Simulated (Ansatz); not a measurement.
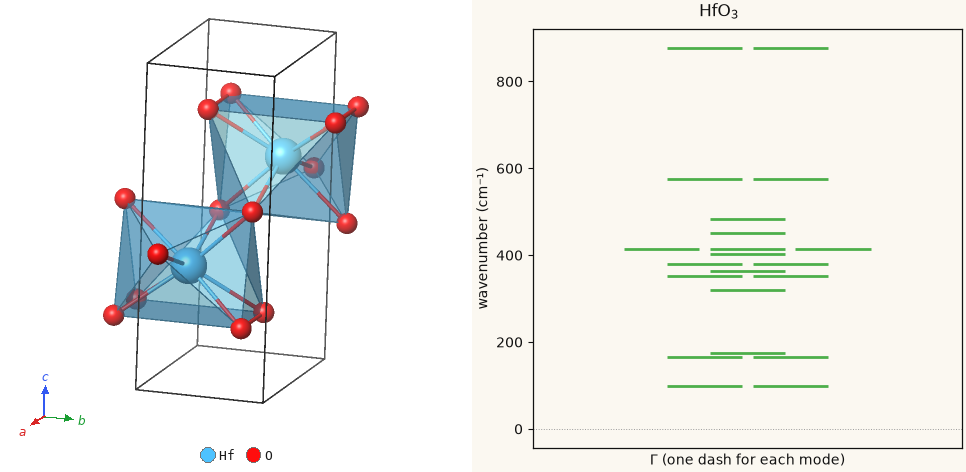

The picture above shows the zone-centre optical phonon frequencies (the three acoustic modes are left out) for HfO₃, space group P2_1/m (No. 11) (cell built by us, not taken from a database). The conventional cell is drawn beside the plot.

Structure:
```
CELL_PARAMETERS angstrom
4.08445 0.00000 0.04902
0.00000 3.23836 0.00000
-0.86978 0.00000 7.84876
ATOMIC_POSITIONS crystal
Hf 0.27801 0.75000 0.64787
Hf 0.72199 0.25000 0.35213
O 0.87735 0.75000 0.20103
O 0.12265 0.25000 0.79897
O 0.24209 0.25000 0.45796
O 0.75791 0.75000 0.54204
O 0.49035 0.25000 0.79945
O 0.50965 0.75000 0.20055
```

Computed with Ansatz 0.2.0: harmonic phonon frequencies at the zone centre with atoms at rest in the given cell, without the long-range term of polar modes, the three translations left out, imaginary frequencies are negative; plane waves with PAW datasets, Γ-centred k mesh. Level: PBE, no spin polarisation.

```tsv
setting	value
wave cutoff	420 eV
k mesh	6×8×4
occupations	fixed
pressure	0 GPa
phonon method	linear response
```

Are there unstable modes?

No frequency is imaginary, so the structure is stable to these displacements (zone-boundary modes weren't tested here).

What is the highest frequency?

The highest mode lies at 880.9 cm⁻¹ (without the field of polar modes).

Note: weakly bound, no dispersion correction.

The computed values:

```
frequency (cm⁻¹)
            98.1
           104.5
           164.7
           166.4
           174.7
           320.3
           351.7
           354.8
           364.1
           380.8
           382.8
           403.7
           413.5
           416.8
           419.4
           450.2
           484.2
           574.7
           581.0
           877.4
           880.9
```
